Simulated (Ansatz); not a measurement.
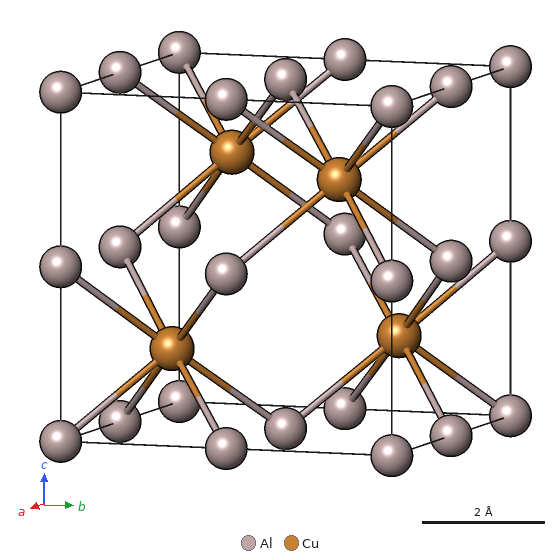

We look at a ball-and-stick model of the crystal slightly off an axis. The supercell is outlined; an atom on or near a face, edge or corner is repeated at each equivalent position. The host is Al₂Cu, in a cell of 12 sites, and the cell is neutral.

What kind of defect was put in?

Answer. An aluminium vacancy. Around the empty site lie six Al and four Cu at about 2.5 to 2.9 Å.

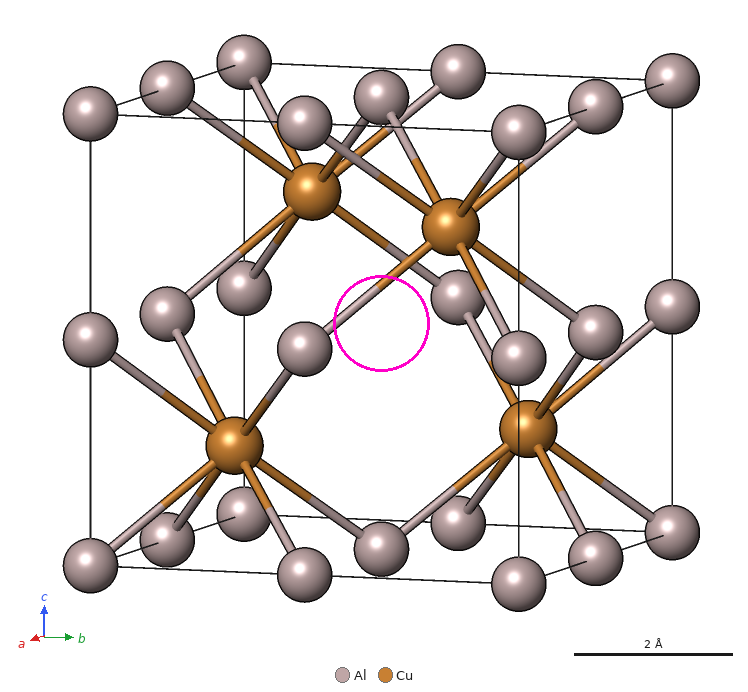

The same cell with a ring at the defect's site.

The atoms were relaxed in the host's cell with DFT PBE, scalar-relativistic, plane waves, PAW (Ansatz).
